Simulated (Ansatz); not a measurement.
# Geometry relaxation of WS$_{2}$

System: WS$_{2}$ (6 atoms in the cell).
Method: DFT LDA, scalar-relativistic, plane waves, PAW, no spin polarisation (Ansatz 0.2.0).

The structure derives from a Materials Project entry. Figures and captions count atoms from 1; the log counts them from 0 in places.

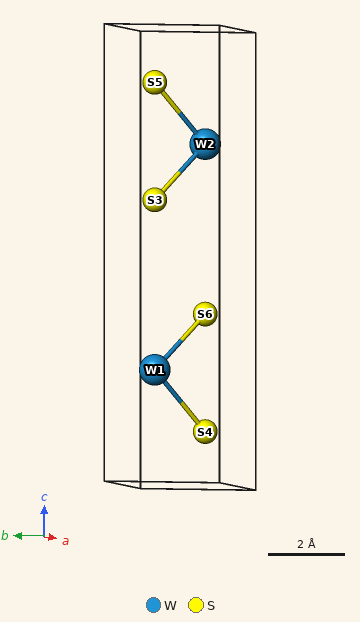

The input geometry (ball-and-stick view of the cell of the calculation, seen at an oblique angle; atoms are numbered from 1 in the order of the input). Near neighbours in the crystal (not all of them lie inside the picture): W has 6 S at 2.39 Å; S has 3 W at 2.39 Å.

The input:
```yaml
crystal:
  lattice:
    - [3.1267849874, 2.8e-09, 0.0]
    - [-1.5633924962, 2.7078752298, 0.0]
    - [0.0, 0.0, 12.162700499]
  atoms:
    - { symbol: W, position: [0.3333333333, 0.6666666667, 0.25] }
    - { symbol: W, position: [0.6666666667, 0.3333333333, 0.75] }
    - { symbol: S, position: [0.3333333333, 0.6666666667, 0.6215753874] }
    - { symbol: S, position: [0.6666666667, 0.3333333333, 0.1215753874] }
    - { symbol: S, position: [0.3333333333, 0.6666666667, 0.8784246126] }
    - { symbol: S, position: [0.6666666667, 0.3333333333, 0.3784246126] }
basis:
  ecutwfc: 420
kpoints:
  mp_grid: { grid: [12, 12, 4] }
hamiltonian:
  xc: lda
scf:
  occupations: { method: gaussian, width: 0.02 }
output:
  forces: true
  stress: true
  eigenvalues: true
  write_density: true
  write_potential: true
  elf: true
  volumetric_format: npy
relax:
  adjacent_minimum: "off"
  f_tol: 0.005
  max_steps: 80
  cell: { stress_tol: 0.05 }
```

Run on 4 threads of AMD EPYC (Zen 3), 189 GiB of memory available, shared host.

Launched with:
```bash
ansatz run input.yaml --threads 4 --pin off --max-ram 8192MiB --backend cpu --events-out ev --progress --plain --runs-dir out
```

Output:
```
Engine: ansatz 0.2.0, x86_64-unknown-linux-gnu
Pseudopotentials: kind: paw
Pseudopotential: W, paw, valence charge 14, recommended cutoff 420 eV (normal), W.paw.azcp
Pseudopotential: S, paw, valence charge 6, recommended cutoff 420 eV (normal), S.paw.azcp
Functional definition: SPW92
  exchange = slater_x
  correlation = pw_c
Crystal: 6 atoms, lattice volume = 102.981 Å³
Basis set: ecut = 420 eV, 2009 PW (Γ)
Bands: 32, of which v1, the nominal top of the filled ones, is band 26 counted from 1 (25 counted from 0)
Symmetry: 24 space group operations
Space group: P63/mmc (ITA 194), of the structure as read, at distance tolerance 4.7e-5 Å
k-points: 57 of 576
Non-local potential: W, projectors of the file, l = 0: 3, l = 1: 2, l = 2: 2, l = 3: 1
Non-local potential: S, projectors of the file, l = 0: 2, l = 1: 2, l = 2: 2
PAW form: soft (Blöchl's): semilocal exchange-correlation on the pseudo side does not see the compensation charge
PAW frozen core: W, regenerated for the run's functional, and the local potential with it (the file was generated under x = pbe(κ = 0.804, μ = 0.2195149727645171), c = pbe(β = 0.06672455060314922))
PAW frozen core: S, regenerated for the run's functional, and the local potential with it (the file was generated under x = pbe(κ = 0.804, μ = 0.2195149727645171), c = pbe(β = 0.06672455060314922))
PAW one-centre angular grid: W, 590 points (default); XC on 64 Gauss nodes
PAW one-centre angular grid: S, 110 points (default); XC on 64 Gauss nodes
Initial density: superposition of atomic densities (neutral atoms: chi_scale 0, normalization atom), corrected by the library's trained network
Initial wavefunctions: pseudopotential atomic-orbital guess
Functional: x = slater, c = lda
SCF iter   1: F=—  HF=-23743.405491 eV  |F-HF|=—  |Δ(HF+E_count)|=         —  Δρ=9.93e-3  dr2=1.49e-1  ethr=1.77e-3  ⟨swp⟩=6.6  Hψ=8653  notcnv=0
preconditioner: auto → Resta (q_TF=auto, 2.435 Å⁻¹)  ε∞=7.7  [insulator: Δε(μ)=0.845 eV  Ē_g=8.467 eV  σ=0.020 eV  W_gap=1.00  n_scr=26 (ndim 8)  ℏωp=22.0 eV  f_vac=0.013  D(μ)=0.00/eV (n_scr^D=0)  ε∞_Penn≈7.7]
SCF iter   2: F=—  HF=-23743.381821 eV  |F-HF|=—  |Δ(HF+E_count)|=   2.37e-2  Δρ=4.04e-3  dr2=7.71e-3  ethr=2.87e-4  ⟨swp⟩=2.6  Hψ=2780  notcnv=0  defer=82
SCF iter   3: F=—  HF=-23743.381348 eV  |F-HF|=—  |Δ(HF+E_count)|=   4.73e-4  Δρ=2.24e-3  dr2=2.62e-3  ethr=1.48e-5  ⟨swp⟩=2.1  Hψ=2229  notcnv=0  defer=82
SCF iter   4: F=—  HF=-23743.381179 eV  |F-HF|=—  |Δ(HF+E_count)|=   1.69e-4  Δρ=2.85e-4  dr2=1.49e-4  ethr=5.04e-6  ⟨swp⟩=2.2  Hψ=2582  notcnv=0  defer=82
SCF iter   5: F=—  HF=-23743.381167 eV  |F-HF|=—  |Δ(HF+E_count)|=   1.25e-5  Δρ=5.55e-5  dr2=5.97e-6  ethr=2.87e-7  ⟨swp⟩=2.0  Hψ=2288  notcnv=0  defer=82
SCF iter   6: F=—  HF=-23743.381168 eV  |F-HF|=—  |Δ(HF+E_count)|=   9.46e-7  Δρ=1.27e-5  dr2=2.17e-7  ethr=1.15e-8  ⟨swp⟩=2.0  Hψ=2617  notcnv=0  defer=82
SCF iter   7: F=-23743.381168 eV  HF=-23743.381168 eV  |F-HF|=9.82e-11  |Δ(HF+E_count)|=   3.85e-8  Δρ=2.10e-6  dr2=5.42e-9  ethr=1.92e-10  ⟨swp⟩=13.7  Hψ=13819  notcnv=0
SCF 1 converged in 7 iterations: F = -23743.381168 eV  dr2 = 5.42e-9
  greatest PAW one-centre occupation: 1.000 electrons in one spin orbital (limit 2), on the W atom at site 1 (counted from 0), in its partial waves of l = 0
relax step   1: F+E_penalty+E_count = -23743.38116781 eV  Δ(F+E_penalty+E_count) = +0.000e0 eV  max|allowed force component| = 1.623e-3 eV/Å  Δτ_max = 0.0000 Å  P = +0.001 GPa  Ω = 102.981 Å³  (7 SCF iters, dr2 threshold 1.00e-7 eV, accepted)
Initial density: handed on by an earlier stage of this run
Initial wavefunctions: pseudopotential atomic-orbital guess (no wavefunctions were taken with the density)
iter 1 solved again at ethr=2.44e-7 eV; its pass at ethr=3.10e-3 eV (dr2=1.27e-4 eV) is discarded
SCF iter   1: F=—  HF=-23743.381167 eV  |F-HF|=—  |Δ(HF+E_count)|=         —  Δρ=2.17e-6  dr2=5.33e-9  ethr=2.44e-7  ⟨swp⟩=3.1  Hψ=13436  notcnv=0
eigensolver tolerance schedule: the retry pair's looser diagonalisation over-reported the residual by 23832.60 of it (diagonalisation noise at an unbounded share of the residual, at the tolerance the schedule requests for it); recorded, not acted on — ethr = c·dr2/N_el stays at c = 1.0e-1
preconditioner: auto → Resta (q_TF=auto, 2.435 Å⁻¹)  ε∞=7.6  [insulator: Δε(μ)=0.844 eV  Ē_g=8.543 eV  σ=0.020 eV  W_gap=1.00  n_scr=26 (ndim 8)  ℏωp=22.0 eV  f_vac=0.007  D(μ)=0.00/eV (n_scr^D=0)  ε∞_Penn≈7.6]
SCF iter   2: F=—  HF=-23743.381168 eV  |F-HF|=—  |Δ(HF+E_count)|=   6.55e-7  Δρ=1.32e-6  dr2=1.68e-9  ethr=1.02e-11  ⟨swp⟩=4.0  Hψ=5205  notcnv=0
SCF iter   3: F=—  HF=-23743.381168 eV  |F-HF|=—  |Δ(HF+E_count)|=  6.84e-10  Δρ=6.07e-7  dr2=4.27e-10  ethr=3.23e-12  ⟨swp⟩=1.1  Hψ=1827  notcnv=0
SCF iter   4: F=-23743.381168 eV  HF=-23743.381168 eV  |F-HF|=1.46e-11  |Δ(HF+E_count)|=  2.47e-10  Δρ=1.63e-7  dr2=2.75e-11  ethr=1.00e-12  ⟨swp⟩=6.4  Hψ=9750  notcnv=0
SCF 2 converged in 4 iterations: F = -23743.381168 eV  dr2 = 2.75e-11
relax step   2: F+E_penalty+E_count = -23743.38116782 eV  Δ(F+E_penalty+E_count) = -1.644e-9 eV  max|allowed force component| = 1.632e-3 eV/Å  Δτ_max = 0.0000 Å  P = +0.001 GPa  Ω = 102.981 Å³  stress off target by 5.34e-3 GPa  SCF on the basis re-selected at this cell (its energy is not comparable with the rows above)  (4 SCF iters)
```

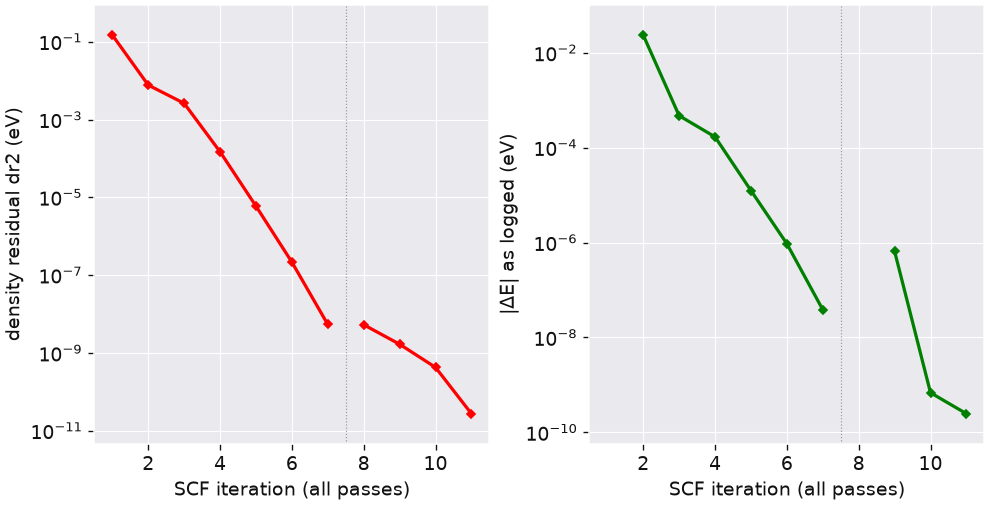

Convergence of the self-consistent field: density residual dr2 and size of the energy change against the SCF iteration. The dotted lines part the SCF passes of the relaxation: geometry steps, rejected trials and re-solves on a re-selected basis. The passes take 7 and 4 iterations.

```
basis re-selected at this cell: Δ(F+E_penalty+E_count) = -1.644e-9 eV, ΔP = +0.000 GPa vs the last step (what re-selecting the basis moved, of the pressure what is left beyond the Pulay correction that the steps carried, after the strain that the cell walked since its last selection, with what the two solves' SCF thresholds leave and, on support functions, any second-order correction that the steps lacked; it is no measure of the basis error at this ecutwfc). This SCF's stress stands 5.34e-3 GPa from its target on what of the cell is left free (relax.cell.stress_tol is 5.00e-2 GPa) and its largest allowed force component is 1.63e-3 eV/Å (relax.f_tol is 5.00e-3 eV/Å): within both
SCF converged after 4 iterations
Free energy (F): -23743.381168 eV
Harris-Foulkes:  -23743.381168 eV  (|F-HF|=1.46e-11)
Internal energy: -23743.381168 eV  (E = F + TS)
E sigma→0 (E₀):  -23743.381168 eV
Fermi energy:    12.473098 eV
--- Per-component energies (eV) ---
  E_band       = -358.889221
  E_kinetic    = 1340.382667
  E_local      = -3429.447483  (includes V_loc(G=0)·N_el)
  E_nonlocal   = 130.611339
  E_hartree    = 1358.722636
  E_xc         = -919.676575
  E_vxc        = -834.681755  (∫ρ·V_xc dr)
  E_paw        = -18894.945779  (= ΣΔE_a)
  E_vpaw       = -283.199204  (= ΣTr[D̂ρ^β])
  E_aug_tail   = -0.000130  (compensation charges beyond the density's cutoff)
  E_ewald      = -3330.206937
  E_core_change = 1.179096  (= ΣΔE_core)
  E_smearing   = -0.000000  (= −TS)
  E_closure    = -0.000000  (closes the sum)
  Σ components = -23743.381168   (vs F -23743.381168, Δ=0.00e0)
--- Forces (eV/Å), atoms counted from 1 ---
  atom   1  W     -0.00000000    -0.00000000    -0.00000000
  atom   2  W      0.00000000     0.00000000     0.00000000
  atom   3  S     -0.00000000    -0.00000000    -0.00163181
  atom   4  S      0.00000000     0.00000000    -0.00163181
  atom   5  S     -0.00000000    -0.00000000     0.00163181
  atom   6  S      0.00000000     0.00000000     0.00163181
  max |Σ_I F_I| component: 1.85e-17 eV/Å
--- Stress (GPa, compression-positive) ---
        0.003993       0.000000      -0.000000
        0.000000       0.003993      -0.000000
       -0.000000      -0.000000      -0.005340
  P = ⅓ Tr σ = 0.0009 GPa (0.009 kbar)
--- Band table (eV; the first three rows and the last of 57) ---
  k-point 0: bands = ["-62.4667", "-62.4667", "-26.7933", "-26.7932", "-26.5743", "-26.5743", "-26.5743", "-26.5743", "-3.7497", "-3.4824", "-2.1490", "-1.6326", "4.1635", "5.3473", "7.9949", "8.4601", "8.4601", "8.4750", "8.4750", "9.7445", "9.7445", "9.8045", "9.8045", "10.6015", "10.6479", "12.0515", "14.3623", "14.3623", "14.3720", "14.3720", "14.4406", "14.4406"]
  k-point 1: bands = ["-62.4667", "-62.4667", "-26.7933", "-26.7933", "-26.5743", "-26.5743", "-26.5743", "-26.5743", "-3.7178", "-3.5313", "-2.0664", "-1.7040", "4.3027", "5.1173", "8.3117", "8.4623", "8.4623", "8.4728", "8.4728", "9.7533", "9.7533", "9.7957", "9.7957", "9.8446", "11.2669", "11.9712", "14.3589", "14.3589", "14.3594", "14.3594", "14.4834", "14.4834"]
  k-point 2: bands = ["-62.4666", "-62.4666", "-26.7933", "-26.7933", "-26.5743", "-26.5743", "-26.5743", "-26.5743", "-3.6326", "-3.6326", "-1.8800", "-1.8800", "4.6707", "4.6707", "8.4675", "8.4675", "8.4675", "8.4675", "9.0232", "9.0232", "9.7745", "9.7745", "9.7745", "9.7745", "11.7172", "11.7172", "14.3541", "14.3541", "14.3541", "14.3541", "14.5621", "14.5621"]
  k-point 56: bands = ["-62.4419", "-62.4419", "-26.8789", "-26.8789", "-26.8384", "-26.8384", "-26.7066", "-26.7066", "-0.9198", "-0.9198", "-0.8876", "-0.8876", "5.3165", "5.3165", "5.7779", "5.7779", "6.7070", "6.7070", "7.1866", "7.1866", "8.2292", "8.2292", "8.8874", "8.8874", "11.3038", "11.3038", "13.3230", "13.3230", "14.4952", "14.4952", "15.4905", "15.4905"]
--- Relaxed structure (1 steps of the walk, 1 accepted, 1 SCFs on fresh bases) ---
  F+E_penalty+E_count = -23743.38116782 eV   max|allowed force component| = 1.632e-3 eV/Å   (the final SCF, on the basis selected at the relaxed cell)
  cell:  # Å, volume = 102.9809 Å³
    - [3.12678498736524, 2.843375804577182e-9, 0.0]
    - [-1.5633924961450554, 2.7078752298084154, 0.0]
    - [0.0, 0.0, 12.162700499]
  atoms:
    - { symbol: W, position: [0.3333333333333333, 0.6666666666666666, 0.25000000000000006] }
    - { symbol: W, position: [0.6666666666666666, 0.3333333333333333, 0.7500000000000002] }
    - { symbol: S, position: [0.3333333333333333, 0.6666666666666666, 0.6215753874000001] }
    - { symbol: S, position: [0.6666666666666666, 0.3333333333333333, 0.12157538740000003] }
    - { symbol: S, position: [0.3333333333333333, 0.6666666666666666, 0.8784246126000002] }
    - { symbol: S, position: [0.6666666666666666, 0.3333333333333333, 0.37842461260000004] }
```

Trajectory as extended XYZ (Å, eV, eV/Å), 2 frames, from step=1 to step=2:
```
6
Lattice="3.1268 0.0000 0.0000 -1.5634 2.7079 0.0000 0.0000 0.0000 12.1627" Properties=species:S:1:pos:R:3:forces:R:3 step=1 energy=-23743.38117 pressure_GPa=0.00
W     0.0000    1.8053    3.0407    0.0000   0.0000   0.0000
W     1.5634    0.9026    9.1220    0.0000   0.0000   0.0000
S     0.0000    1.8053    7.5600    0.0000   0.0000  -0.0016
S     1.5634    0.9026    1.4787    0.0000   0.0000  -0.0016
S     0.0000    1.8053   10.6840    0.0000   0.0000   0.0016
S     1.5634    0.9026    4.6027    0.0000   0.0000   0.0016
6
Lattice="3.1268 0.0000 0.0000 -1.5634 2.7079 0.0000 0.0000 0.0000 12.1627" Properties=species:S:1:pos:R:3:forces:R:3 step=2 energy=-23743.38117 pressure_GPa=0.00
W     0.0000    1.8053    3.0407    0.0000   0.0000   0.0000
W     1.5634    0.9026    9.1220    0.0000   0.0000   0.0000
S     0.0000    1.8053    7.5600    0.0000   0.0000  -0.0016
S     1.5634    0.9026    1.4787    0.0000   0.0000  -0.0016
S     0.0000    1.8053   10.6840    0.0000   0.0000   0.0016
S     1.5634    0.9026    4.6027    0.0000   0.0000   0.0016
```

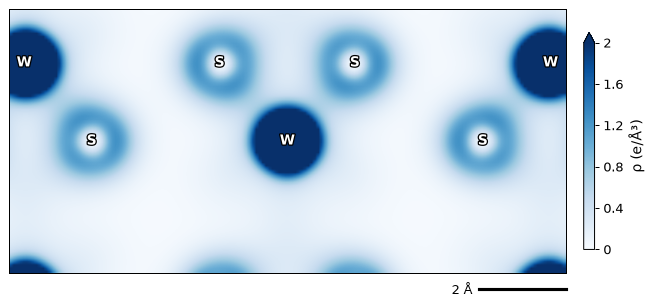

Valence electron density on the (110) plane of the conventional cell. The plane passes through W and S nuclei. W–S (2.39 Å): ρ is about 0.65 e/Å³ halfway. Away from the nuclei the density in this plane falls to 0.02 e/Å³ at its lowest. In a PAW calculation such maps are meaningful between the atoms, not at the nuclei.

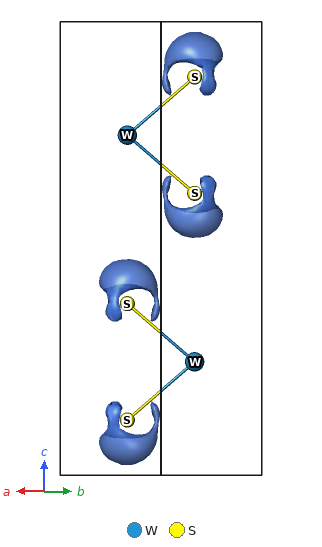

Isosurface of the ELF at 0.85 (blue), seen along [110]. Core shells and regions of very low density are left out. Sticks mark near contacts. The outline is the cell set on symmetry axes. Values along the shortest contacts: W–S (2.39 Å): the ELF is about 0.50 at the midpoint.

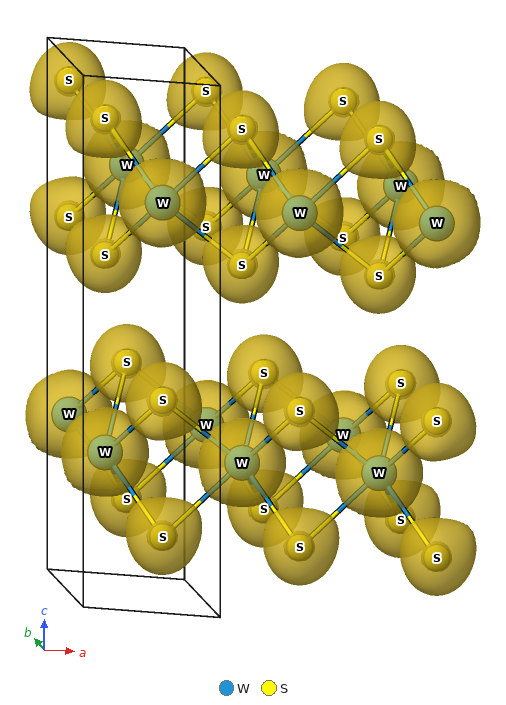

Isosurface of the valence charge density (pseudo) at 0.8 e/Å³ (yellow), seen slightly off an axis. Sticks mark near contacts. The outline is the cell set on symmetry axes. At this value the density breaks into separate islands; it holds about 55 % of the electrons treated as valence (semicore included). It is pinched off along the W–S (2.39 Å) contacts. On the grid the lowest density along these lines, outside the cores, is 0.65 e/Å³ (W–S, 2.39 Å).

Key numbers:

```json
{"quantity": "outcome", "value": "converged"}
{"quantity": "space group (tolerance 0.01 Å)", "value": "P6₃/mmc (194)"}
{"quantity": "electrons treated", "value": "52"}
{"quantity": "free energy", "value": "−23743.3812 eV"}
{"quantity": "Fermi energy", "value": "12.473 eV"}
{"quantity": "gap on the k-point mesh", "value": "0.84 eV"}
{"quantity": "pressure", "value": "0.00 GPa"}
{"quantity": "final volume", "value": "102.98 Å³"}
{"quantity": "largest force (length of the vector) at the end", "value": "0.002 eV/Å"}
{"quantity": "final cell", "value": "a = 3.127 Å, b = 3.127 Å, c = 12.163 Å, α = 90.00°, β = 90.00°, γ = 120.00°"}
{"quantity": "wall time", "value": "17 s (CPU time 45 s)"}
{"quantity": "peak memory", "value": "0.52 GiB"}
```

Notes:

Spin–orbit coupling is left out, which matters for W.
